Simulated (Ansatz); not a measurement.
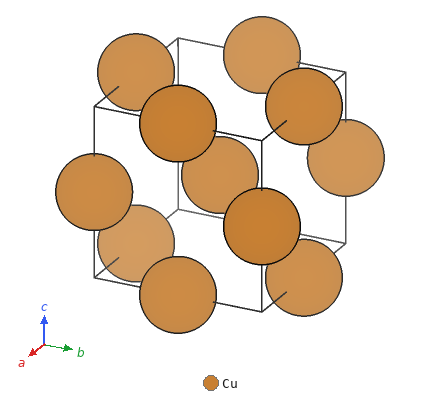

The structure, seen along [211]; the drawing may span several cells.

Given this structure, the end point of a relaxation with DFT r2SCAN, scalar-relativistic, plane waves, PAW (Ansatz 0.2.0); the starting structure was generated, so it need not be a known form of this composition, written in its standard cell:

Space group Fm-3m (No. 225). a = 3.577 Å, b = 3.577 Å, c = 3.577 Å, α = 90.00°, β = 90.00°, γ = 90.00°
| atom | site | symmetry | x | y | z |
| --- | --- | --- | --- | --- | --- |
| Cu | 4b | m-3m | 0.5000 | 0.0000 | 0.0000 |

What does the kinematic electron diffraction pattern along [211] look like at 120 kV (B = 0.3 Å²)?

The spots form a rectangular net whose two shortest vectors correspond to d = 2.07 Å and 1.26 Å, 90.0° apart. They are -1 1 1 and 0 -2 2. The pattern has symmetry 2mm. The lattice centring (F) removes all reflections that break h + k = 2n, h + l = 2n.

Strongest reflections with d > 0.80 Å, one of each family (|F|² from tabulated Gaussian fits of the electron scattering factors, times a small damping for the curvature of the Ewald sphere):

```
    hkl  d (Å)  I (strongest = 100)
1 -1 -1  2.065                  100
 0 2 -2  1.265                   41
 1 1 -3  1.078                   28
2 -2 -2  1.033                   25
 2 0 -4  0.800                   11
```

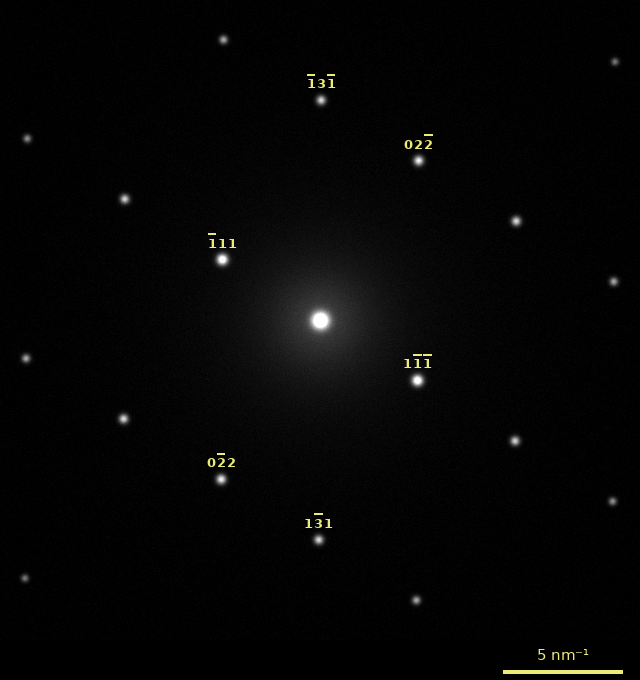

Calculated pattern, seen from the source side with [211] pointing towards the source.
